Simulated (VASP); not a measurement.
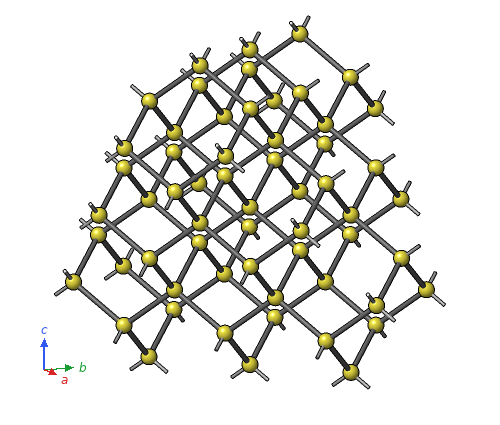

A cut-out of a periodic net derived from a crystal structure. Nodes are coloured by topological kind. Edges to nodes outside the piece are drawn as stubs.

### What net is this?

A uninodal 4-connected, three-periodic net. It is the dia net, known from diamond, zinc blende and cristobalite.

### Give point symbol and coordination sequence.

6^6, sequence 4, 12, 24, 42, 64, 92.

The net was derived as follows. GaSb (space group F-43m, No. 216). Coordinates: coordinates from a relaxation with VASP 6.6.1, VASP Kohn-Sham DFT of a periodic cell, HSE06, VASP PAW PBE potentials, recommended. Bonds are taken as Ga–Sb below 3 Å; no other contact counts. Simplification: prune 0- and 1-connected atoms, fold 2-connected ones into links. Sb and Ga are 4-connected nodes.
